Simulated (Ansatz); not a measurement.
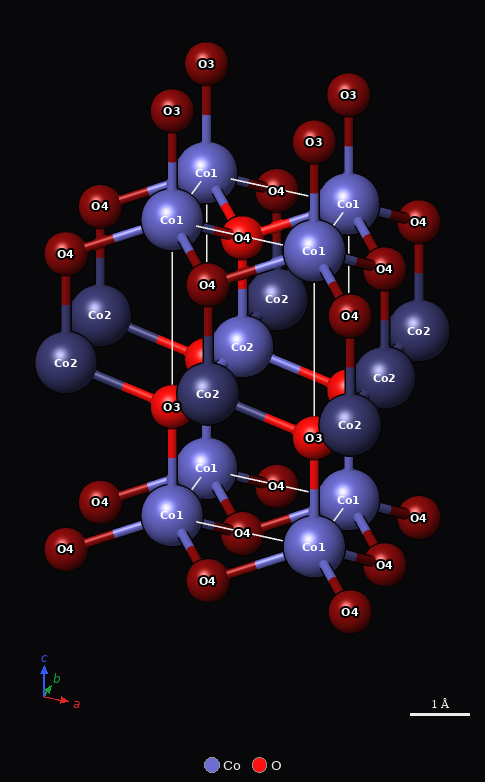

**Figure 1.** The input geometry of run 1 (ball-and-stick view of the cell of the calculation, seen slightly off an axis; neighbours outside the cell are drawn fainter; atoms are numbered from 1 in the order of the input). Near neighbours in the crystal (not all of them lie inside the picture): Co has 4 O at 1.92 to 1.97 Å; O has 4 Co at 1.92 to 1.97 Å.

# What a change does: single-point calculation on CoO

System: CoO (4 atoms in the cell).
Method of run 1: DFT PBE+U, scalar-relativistic, plane waves, PAW, Ueff = 3.32 eV on Co d, spin-polarised (Ansatz 0.2.0).

The structure derives from a Materials Project entry. Text and figures count atoms from 1; the logs count them from 0 in places.

### Input, run 1
```yaml
crystal:
  lattice:
    - [3.1976457435, 0.0, 0.0]
    - [-1.5988228718, 2.7692424462, 0.0]
    - [0.0, 0.0, 5.22870971]
  atoms:
    - { symbol: Co, position: [0.0, 0.0, 0.00347414], spin: -2.67 }
    - { symbol: Co, position: [0.33333333, 0.66666667, 0.50336241], spin: 2.67 }
    - { symbol: O, position: [0.0, 0.0, 0.37160885] }
    - { symbol: O, position: [0.33333333, 0.66666667, 0.8715556] }
basis:
  ecutwfc: 420
kpoints:
  mp_grid: { grid: [12, 12, 6] }
hamiltonian:
  xc: pbe
  hubbard: { sites: [{ species: Co, l: d, u_eff: 3.32 }] }
scf:
  occupations: { method: gaussian, width: 0.02 }
output:
  forces: true
  stress: true
  eigenvalues: true
  populations: true
magnetization:
  spin_polarized: true
```

Command:
```bash
ansatz run input.yaml --threads 1 --pin off --max-ram 2560MiB --backend cpu --events-out ev --progress --plain --runs-dir out
```

Hardware: 1 thread of AMD EPYC (Zen 5), 64 GiB of memory available, shared host.

### Output, shortened to warnings, some set-up lines, iterations and results (run 1)
```
Basis set: ecut = 420 eV, 917 PW (Γ), exchange–correlation on 48×48×72 points (8 copies of the dense FFT grid, shifted against one another)
Symmetry: 6 space group operations
k-points: 100 of 864 (time reversal used)
Initial density: superposition of atomic densities (chi_scale 0.1, normalization cell, long waves kept (reshape's long-wave potential 0.00 eV rms))
[...]
SCF iter   1: F=—  HF=-11384.676059 eV  |F-HF|=—  |Δ(HF+E_count)|=         —  Δρ=1.95e-1 (↑1.95e-1 ↓1.94e-1)  dr2=4.42e1  dr2_m=3.27e0  M=0.001 μB ∫|m|=3.403 μB  β_m=0.30  …
SCF iter   2: F=—  HF=-11380.685870 eV  |F-HF|=—  |Δ(HF+E_count)|=    3.99e0  Δρ=6.55e-2 (↑6.55e-2 ↓6.55e-2)  dr2=1.99e0  dr2_m=8.45e-1  M=-0.000 μB ∫|m|=5.294 μB  β_m=1.00  …
SCF iter   3: F=—  HF=-11381.080784 eV  |F-HF|=—  |Δ(HF+E_count)|=   3.95e-1  Δρ=3.48e-2 (↑3.48e-2 ↓3.48e-2)  dr2=1.03e0  dr2_m=3.02e-2  M=0.000 μB ∫|m|=5.366 μB  β_m=1.00  …
SCF iter   4: F=—  HF=-11382.157634 eV  |F-HF|=—  |Δ(HF+E_count)|=    1.08e0  Δρ=3.29e-2 (↑3.29e-2 ↓3.29e-2)  dr2=1.04e0  dr2_m=8.18e-3  M=0.000 μB ∫|m|=5.313 μB  β_m=0.30  …
SCF iter   5: F=—  HF=-11382.399784 eV  |F-HF|=—  |Δ(HF+E_count)|=   2.42e-1  Δρ=1.40e-2 (↑1.40e-2 ↓1.40e-2)  dr2=1.09e-1  dr2_m=2.55e-2  M=0.000 μB ∫|m|=5.471 μB  β_m=0.44  …
[... 11 lines ...]
SCF 1 converged in 16 iterations: F = -11383.115721 eV  dr2 = 7.84e-8
SCF iter   1: F=—  HF=-11383.115721 eV  |F-HF|=—  |Δ(HF+E_count)|=         —  Δρ=7.88e-6 (↑7.88e-6 ↓7.24e-6)  dr2=7.84e-8  dr2_m=2.07e-10  M=0.000 μB ∫|m|=5.589 μB  …
SCF iter   2: F=—  HF=-11383.106782 eV  |F-HF|=—  |Δ(HF+E_count)|=   8.94e-3  Δρ=1.14e-3 (↑1.14e-3 ↓1.13e-3)  dr2=1.02e-3  dr2_m=1.13e-4  M=0.000 μB ∫|m|=5.587 μB  …
SCF iter   3: F=—  HF=-11383.115777 eV  |F-HF|=—  |Δ(HF+E_count)|=   8.99e-3  Δρ=5.69e-4 (↑5.60e-4 ↓5.69e-4)  dr2=3.32e-4  dr2_m=6.33e-6  M=0.000 μB ∫|m|=5.588 μB  …
SCF iter   4: F=—  HF=-11383.115718 eV  |F-HF|=—  |Δ(HF+E_count)|=   5.96e-5  Δρ=3.31e-5 (↑3.28e-5 ↓3.31e-5)  dr2=8.26e-7  dr2_m=7.73e-8  M=0.000 μB ∫|m|=5.589 μB  …
an SCF along what the orbitals of the run's state read of its open shells (or to have them read: on a GPU, or by another smearing), with 3 of the crystal's symmetry operations given up (152 k-points in place of 100), reached no lower state that the run goes on to. This is no proof of a minimum
SCF converged after 16 iterations
an eigenvalue changed by more than its tolerance at an iteration that met the thresholds in force, so the SCF went on 2 times, its first undamped step at iteration 15: the last check found none over its tolerance
Magnetization: 0.0000 μB (23.0000 up, 23.0000 down)
Absolute magnetization: 5.5848 μB (∫|ρ↑−ρ↓|, with the PAW one-centre terms)
Spin contamination: 2.9182 ħ² per cell (⟨S²⟩ above its minimum at these occupations)
Per-site moments (μB) at R_I (Å): [(-2.367883950965649, 0.7940086822655766), (2.368092363427678, 0.7941348144299109), (0.09980532133074992, 0.7940086822655766), (-0.09984173391689774, 0.7941348144299109)]
Free energy (F): -11383.115721 eV
Harris-Foulkes:  -11383.115721 eV  (|F-HF|=7.81e-8)
Internal energy: -11383.115721 eV  (E = F + TS)
E sigma→0 (E₀):  -11383.115721 eV
Fermi energy:    10.832141 eV
--- Per-component energies (eV) ---
  E_band       = -761.472466
  E_kinetic    = 1238.449630
  E_local      = -7800.033568  (includes V_loc(G=0)·N_el)
  E_nonlocal   = 1027.540590
  E_hartree    = 3220.169816
  E_xc         = -457.889987
  E_vxc        = -588.292985  (∫ρ·V_xc dr)
  E_hubbard    = 1.310097  (on-site DFT+U / exact-exchange correction)
  E_vhub       = -21.695616  (the Hubbard potential's part of the band-sum identity)
  E_paw        = -3354.350744  (= ΣΔE_a)
  E_vpaw       = -1057.768128  (= ΣTr[D̂ρ^β])
  E_aug_tail   = 0.005243  (compensation charges beyond the density's cutoff)
  E_ewald      = -5258.316798
  E_smearing   = -0.000000  (= −TS)
  E_closure    = -0.000000  (closes the sum)
  Σ components = -11383.115721   (vs F -11383.115721, Δ=0.00e0)
--- Forces (eV/Å), atoms counted from 1 ---
  atom   1  Co     0.00000000     0.00000000    -0.12813299
  atom   2  Co     0.00000000    -0.00000000    -0.11850791
  atom   3  O     -0.00000000    -0.00000000     0.12243590
  atom   4  O     -0.00000000     0.00000000     0.12416456
  max |Σ_I F_I| component: 4.04e-5 eV/Å
--- Stress (GPa, compression-positive) ---
        9.516646      -0.000000      -0.000000
       -0.000000       9.516646       0.000000
       -0.000000       0.000000      10.141074
  P = ⅓ Tr σ = 9.7248 GPa (97.248 kbar)
Occupation matrices written to [file]
--- Löwdin populations: 4 sites ---
  site symbol       q [e]    m [muB]
     0     Co     15.8362    -2.5860
     1     Co     15.8361     2.5860
     2      O      7.0258     0.1541
     3      O      7.0258    -0.1542
[...]
```

The input of run 2 differs as follows (lines with − go, lines with + come):
```diff
-    - [3.1976457435, 0.0, 0.0]
-    - [-1.5988228718, 2.7692424462, 0.0]
-    - [0.0, 0.0, 5.22870971]
+    - [3.3519669689, 0.0, 0.0]
+    - [-1.6759834845, 2.9028885477, 0.0]
+    - [0.0, 0.0, 5.3922464758]
-    - { symbol: Co, position: [0.0, 0.0, 0.00347414], spin: -2.67 }
-    - { symbol: Co, position: [0.33333333, 0.66666667, 0.50336241], spin: 2.67 }
-    - { symbol: O, position: [0.0, 0.0, 0.37160885] }
-    - { symbol: O, position: [0.33333333, 0.66666667, 0.8715556] }
+    - { symbol: Co, position: [0.0, 0.0, 0.0003591066], spin: -2.67 }
+    - { symbol: Co, position: [0.3333333333, 0.6666666667, 0.500359097], spin: 2.67 }
+    - { symbol: O, position: [0.0, 0.0, 0.3746413977] }
+    - { symbol: O, position: [0.3333333333, 0.6666666667, 0.8746413987] }
+  xc_grid: 3
+  n_extra_bands: 32
-  populations: true
```

Predict how the results change.

With the same functional and potentials, run 2 lies 7.7 meV per atom lower (other lines of the input change too). The pressure goes from 9.72 to −6.60 GPa. The largest force goes from 0.128 to 0.006 eV/Å. The volume per atom goes from 11.58 to 13.12 Å³. The plane waves at Γ go from 917 to 1039.

### Output, shortened to warnings, some set-up lines, iterations and results (run 2)
```
Basis set: ecut = 420 eV, 1039 PW (Γ), exchange–correlation on 72×72×120 points (27 copies of the dense FFT grid, shifted against one another)
Symmetry: 6 space group operations
k-points: 100 of 864 (time reversal used)
Initial density: superposition of atomic densities (chi_scale 0.1, normalization cell, long waves kept (reshape's long-wave potential 0.00 eV rms))
[...]
SCF iter   1: F=—  HF=-11385.563250 eV  |F-HF|=—  |Δ(HF+E_count)|=         —  Δρ=2.29e-1 (↑2.29e-1 ↓2.29e-1)  dr2=6.98e1  dr2_m=5.83e0  M=-0.000 μB ∫|m|=2.819 μB  β_m=0.30  …
SCF iter   2: F=—  HF=-11380.821605 eV  |F-HF|=—  |Δ(HF+E_count)|=    4.74e0  Δρ=9.05e-2 (↑9.05e-2 ↓9.05e-2)  dr2=5.23e0  dr2_m=1.59e0  M=-0.000 μB ∫|m|=5.519 μB  β_m=1.00  …
SCF iter   3: F=—  HF=-11380.731392 eV  |F-HF|=—  |Δ(HF+E_count)|=   9.02e-2  Δρ=4.10e-2 (↑4.10e-2 ↓4.10e-2)  dr2=1.60e0  dr2_m=4.36e-2  M=0.000 μB ∫|m|=5.549 μB  β_m=1.00  …
SCF iter   4: F=—  HF=-11382.271482 eV  |F-HF|=—  |Δ(HF+E_count)|=    1.54e0  Δρ=4.58e-2 (↑4.58e-2 ↓4.58e-2)  dr2=2.71e0  dr2_m=6.15e-2  M=0.000 μB ∫|m|=5.351 μB  β_m=0.30  …
SCF iter   5: F=—  HF=-11382.287756 eV  |F-HF|=—  |Δ(HF+E_count)|=   1.63e-2  Δρ=1.00e-2 (↑1.00e-2 ↓1.00e-2)  dr2=7.99e-2  dr2_m=1.68e-2  M=0.000 μB ∫|m|=5.593 μB  β_m=0.35  …
[... 10 lines ...]
SCF 1 converged in 15 iterations: F = -11383.146489 eV  dr2 = 3.00e-8
SCF iter   1: F=—  HF=-11383.146489 eV  |F-HF|=—  |Δ(HF+E_count)|=         —  Δρ=5.09e-6 (↑5.09e-6 ↓3.93e-6)  dr2=3.00e-8  dr2_m=3.90e-10  M=0.000 μB ∫|m|=5.691 μB  …
SCF iter   2: F=—  HF=-11383.146490 eV  |F-HF|=—  |Δ(HF+E_count)|=   6.00e-8  Δρ=1.43e-5 (↑1.43e-5 ↓1.10e-5)  dr2=2.37e-7  dr2_m=2.22e-9  M=0.000 μB ∫|m|=5.691 μB  β_m=0.30  …
SCF iter   3: F=-11383.146489 eV  HF=-11383.146489 eV  |F-HF|=2.13e-10  |Δ(HF+E_count)|=   5.28e-8  Δρ=7.04e-7 (↑6.92e-7 ↓7.04e-7)  dr2=4.75e-10  dr2_m=2.98e-11  M=0.000 μB …
SCF 2 converged in 3 iterations: F = -11383.146489 eV  dr2 = 4.75e-10
SCF converged after 15 iterations
Magnetization: 0.0000 μB (23.0000 up, 23.0000 down)
Absolute magnetization: 5.6866 μB (∫|ρ↑−ρ↓|, with the PAW one-centre terms)
Spin contamination: 2.9554 ħ² per cell (⟨S²⟩ above its minimum at these occupations)
Per-site moments (μB) at R_I (Å): [(-2.4664912541656903, 0.8325167256195591), (2.4664872974048935, 0.8325167491971568), (0.08769801884799987, 0.8325167256195591), (-0.08769126142913349, 0.8325167491971568)]
Free energy (F): -11383.146489 eV
Harris-Foulkes:  -11383.146489 eV  (|F-HF|=1.01e-8)
Internal energy: -11383.146489 eV  (E = F + TS)
E sigma→0 (E₀):  -11383.146489 eV
Fermi energy:    8.709688 eV
--- Per-component energies (eV) ---
  E_band       = -842.494615
  E_kinetic    = 1229.196918
  E_local      = -8142.105293  (includes V_loc(G=0)·N_el)
  E_nonlocal   = 1026.276986
  E_hartree    = 3353.028832
  E_xc         = -455.190112
  E_vxc        = -584.528028  (∫ρ·V_xc dr)
  E_hubbard    = 1.097460  (on-site DFT+U / exact-exchange correction)
  E_vhub       = -22.001656  (the Hubbard potential's part of the band-sum identity)
  E_paw        = -3352.845001  (= ΣΔE_a)
  E_vpaw       = -1055.401026  (= ΣTr[D̂ρ^β])
  E_aug_tail   = 0.005058  (compensation charges beyond the density's cutoff)
  E_ewald      = -5042.611337
  E_smearing   = -0.000000  (= −TS)
  E_closure    = -0.000000  (closes the sum)
  Σ components = -11383.146489   (vs F -11383.146489, Δ=0.00e0)
--- Forces (eV/Å), atoms counted from 1 ---
  atom   1  Co     0.00000000    -0.00000000    -0.00629336
  atom   2  Co     0.00000000     0.00000000    -0.00623069
  atom   3  O      0.00000000    -0.00000000     0.00625964
  atom   4  O      0.00000000     0.00000000     0.00624586
  max |Σ_I F_I| component: 1.85e-5 eV/Å
--- Stress (GPa, compression-positive) ---
       -6.576106      -0.000000      -0.000000
       -0.000000      -6.576106       0.000000
       -0.000000       0.000000      -6.657818
  P = ⅓ Tr σ = -6.6033 GPa (-66.033 kbar)
Occupation matrices written to [file]
```

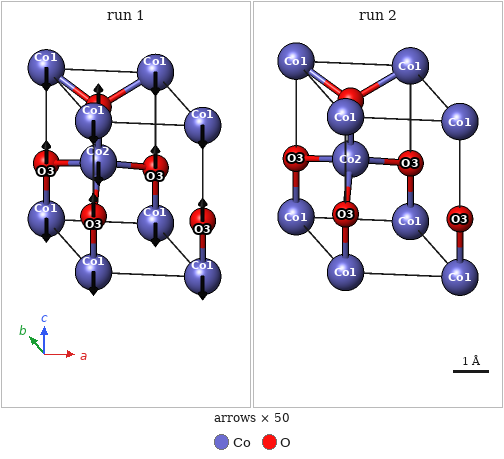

**Figure 2.** The two input geometries at one scale (ball-and-stick view of the cell of the calculation, seen at an oblique angle). The black arrows on the first give the shifts of the atoms relative to the cell, with their mean removed, magnified 50 times. The largest moves relative to the cell, 0.017 Å, are those of Co and O atoms. By element the largest moves are Co 0.017 Å, O 0.017 Å. (The mean shift of all atoms is removed.) The drawn cell changes as follows: a = b 3.198 → 3.352 Å (+4.8 %), c 5.229 → 5.392 Å (+3.1 %); the volume changes by +13.3 %. Among the contacts that change: Co–O 1.925 → 2.018 Å, Co–O 1.971 → 2.051 Å.

### The two runs side by side

| quantity | run 1 | run 2 |
| --- | --- | --- |
| outcome | converged | converged |
| free energy per atom (eV) | −2845.7789 | −2845.7866 |
| gap on the mesh (eV) | 1.13 | 1.11 |
| net moment of the cell (μB) | 0.00 | 0.00 |
| absolute moment of the cell (μB) | 5.58 | 5.69 |
| pressure (GPa) | 9.72 | −6.60 |
| volume per atom (Å³) | 11.58 | 13.12 |
| largest force (eV/Å) | 0.128 | 0.006 |
| irreducible k-points | 100 | 100 |
| plane waves at Γ | 917 | 1039 |
| wall time (shared host) | 39 s | 30 s |

For run 1: The electronic state found may not be the lowest one. The cell is under a pressure of 9.7 GPa at this level, so it is not at its equilibrium volume. For run 2: Warnings: the search outside the symmetry group is no proof of a minimum. The cell is under a tension of 6.6 GPa at this level, so it is not at its equilibrium volume.
